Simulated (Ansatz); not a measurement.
System: Cu.

```xyz
3
Lattice="1.4195 0.0000 -1.4195 -1.4195 1.4195 0.0000 5.6779 5.6779 5.6779" Properties=species:S:1:pos:R:3 pbc="T T T"
Cu    0.0000    0.0000    0.0000
Cu    2.3658    2.3658    0.9463
Cu    3.3121    4.7316    3.3122
```

Space group R-3m; computed pressure about 120 GPa in this cell; computed without spin polarisation.

Level of theory: DFT r2SCAN, scalar-relativistic, plane waves, PAW (Ansatz 0.2.0).

Question: What will maps of the valence pseudo-density and electron localisation function show?

Answer: Cu–Cu (2.01 Å): the density is about 0.76 e/Å³ at the midpoint; the ELF is about 0.20 at the midpoint (no localised pair shows between them).

Question: Does the calculation give a band gap?

Answer: It is metallic or semimetallic at this level of theory: no gap opens.

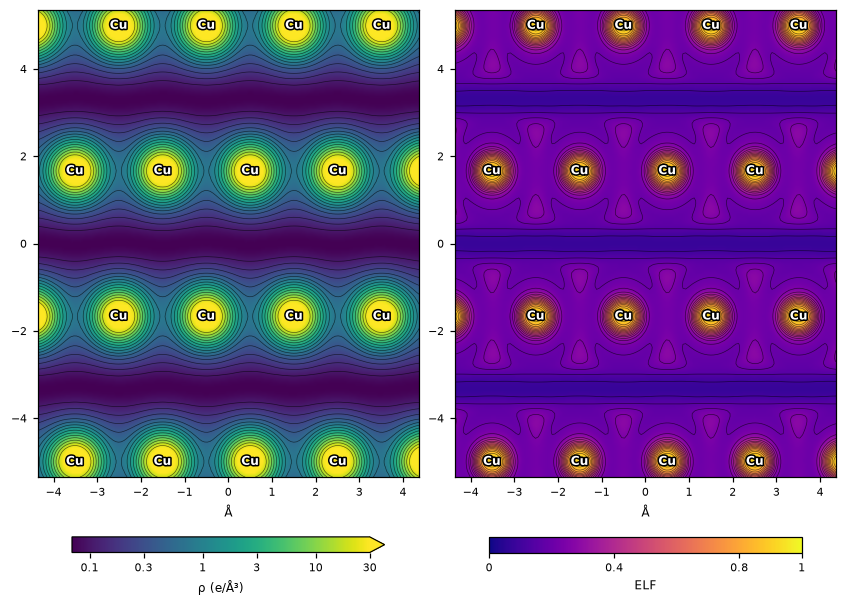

Computed valence pseudo-density and electron localisation function on the (011̄) plane of the conventional cell, in this order. 

Core electrons are frozen (PAW), and the valence fields are smoothed inside the atomic spheres.
